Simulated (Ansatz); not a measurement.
# HfO2 (P4_2/nmc): convergence test of the plane-wave cutoff in Python

A script is to give a convergence test of the plane-wave cutoff; the system is HfO2 (P4_2/nmc).

Program: Ansatz 0.2.0 through its Python package. Level of theory: DFT with a functional composed in the script, plane waves, PAW. These are calculated values, not measurements.

### 1 Starting point

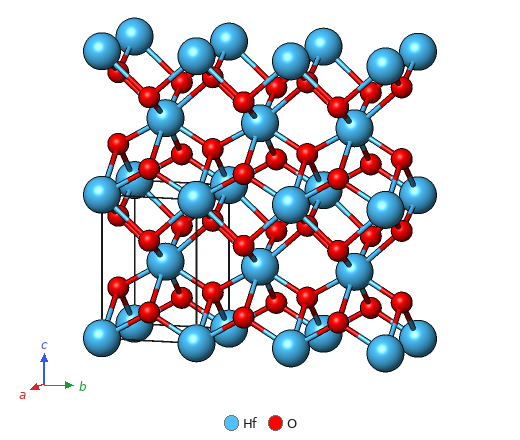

The structure that the script starts from, seen slightly off an axis (hafnium blue, oxygen red). 1×3×2 cells are drawn. Atoms on cell faces are repeated.

The script holds or builds the structure itself.

### 2 The script

File run_ecut.py:

```python
# -*- coding: utf-8 -*-
import logging
import sys

import ansatz as az
import matplotlib.pyplot as plt
import numpy as np

logging.basicConfig(stream=sys.stdout, format="%(levelname)s %(message)s")
log = logging.getLogger("calc")
log.setLevel(logging.INFO)

KGRID = (5, 5, 4)
MAX_SCF = 80


def main():
    vectors = np.array([
        [3.558019, 0.0, 0.0],
        [0.0, 3.558019, 0.0],
        [0.0, 0.0, 5.171861],
    ])
    structure = (
        az.Lattice.of(vectors)
        .atom("Hf", (0.5, 0.5, 0.5))
        .atom("Hf", (0.0, 0.0, 0.0))
        .atom("O", (0.0, 0.5, 0.697208))
        .atom("O", (0.5, 0.0, 0.802792))
        .atom("O", (0.5, 0.0, 0.302792))
        .atom("O", (0.0, 0.5, 0.197208))
    )

    setup = (
        structure.calculation()
        .eigensolver("davidson", mixed_precision=False)
        .kpoints(*KGRID)
        .scf(max_iterations=MAX_SCF)
        .occupations(az.OccupationsMethod.FIXED)
        .functional(exchange="pbesol", correlation="pbesol")
        .forces()
        .stress()
    )

    rows = []
    for value in [300, 400, 500, 600]:
        rep = setup.basis(value).run(threads=1).report
        rows.append((value, rep["free_energy_ev"] / len(rep["lattice"]["sites"]), rep["n_iterations"], sum(rep["stress_gpa"][i][i] for i in range(3)) / 3, max(abs(f) for row in rep["forces_ev_ang"] for f in row), rep["n_pw"]))

    log.info(" cutoff (eV)   F/atom (eV)    iterations       P (GPa)  max component (eV/A)   plane waves")
    for row in rows:
        log.info(f"{str(row[0]):>12s}  {row[1]:12.5f}  {row[2]:12d}  {row[3]:12.3f}  {row[4]:20.4f}  {row[5]:12d}")

    for row in rows[:-1]:
        shift = 1000 * (row[1] - rows[-1][1])
        log.info(f"{row[0]}: {shift:+.2f} meV/atom" + ("  (within 1 meV)" if abs(shift) < 1 else ""))
    plt.figure(figsize=(4.5, 3))
    plt.plot([str(row[0]) for row in rows], [1000 * (row[1] - rows[-1][1]) for row in rows], "o-")
    plt.xlabel("cutoff (eV)")
    plt.ylabel("F - F(last) (meV/atom)")
    plt.tight_layout()
    plt.savefig("ecut.png", dpi=100)


if __name__ == "__main__":
    main()
```

### 3 The run

Started as:

```console
$ python run_ecut.py
```

Log:

```text
DeckWarning: basis.ecutwfc = 300 eV is below the records' recommended 420 eV, and the density's cutoff is lower with it unless basis.ecutrho_ratio is high enough to keep the records' density cutoff: compare with a run at a higher cutoff
DeckWarning: basis.ecutwfc = 400 eV is below the records' recommended 420 eV, and the density's cutoff is lower with it unless basis.ecutrho_ratio is high enough to keep the records' density cutoff: compare with a run at a higher cutoff
INFO  cutoff (eV)   F/atom (eV)    iterations       P (GPa)  max component (eV/A)   plane waves
INFO          300   -5574.72052             7         0.744                0.1500           767
INFO          400   -5575.04351             7         1.857                0.0876          1197
INFO          500   -5575.05438             7         1.878                0.0932          1699
INFO          600   -5575.05488             7         1.868                0.0931          2189
INFO 300: +334.36 meV/atom
INFO 400: +11.37 meV/atom
INFO 500: +0.50 meV/atom  (within 1 meV)
```

(Warnings from the package without file and line.)

Wall time 26 s (1 thread of Arm Neoverse V1, shared host); peak memory 0.5 GiB.

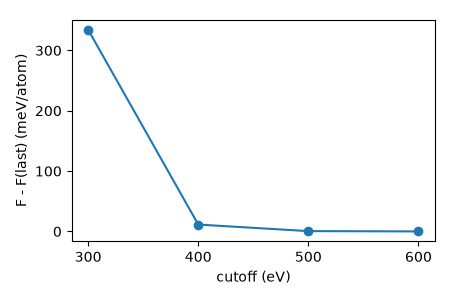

ecut.png, as the script drew it.

### 4 Run by run

One row for each of the 4 runs:

| run | cutoff (eV) | energy from run 4 (meV/atom) | pressure (GPa) | gap on the mesh (eV) | SCF cycles | CPU time (s) |
| --- | --- | --- | --- | --- | --- | --- |
| 1 | 300 | 334.36 | 0.74 | 4.60 | 7 | 3.5 |
| 2 | 400 | 11.37 | 1.86 | 4.64 | 7 | 4.6 |
| 3 | 500 | 0.50 | 1.88 | 4.64 | 7 | 6.6 |
| 4 | 600 | 0.00 | 1.87 | 4.64 | 7 | 8.6 |

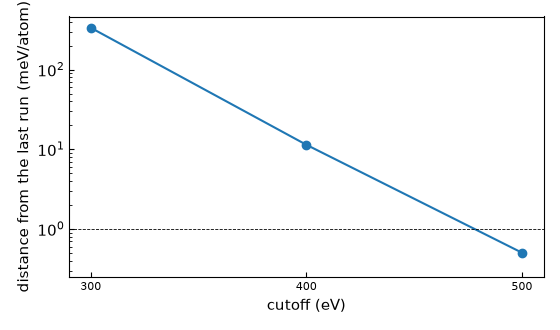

How far each run lies from the last one; the dashed line marks 1 meV/atom.

### 5 Outcome

```
                              quantity           value
                         runs compared               4
       last run but one, from the last  +0.50 meV/atom
within 5 meV/atom of the last run from             500
```

What this shows: Runs 1, 2: each has a cutoff under the recommended one, so what rests on them isn't a property of the system. From 500 eV on it stays within 1 meV an atom of the value at 600 eV; the first row (300 eV) is off by 334.4 meV and the last but one by 0.50 meV. The energy falls steadily, as expected when plane waves are added. The pressure moves from 0.74 to 1.87 GPa (the program's stress holds a Pulay correction, so it settles early). The last run costs about 2.5 times the first. Caveats:
- No spin polarisation was allowed.
- Pressure is positive in compression.
- Spin-orbit coupling, which matters for elements this heavy, is left out.
- This cell is a computed structure, which may not be the phase found in nature.
- Shifts are counted from the last row, which is itself no proven limit.
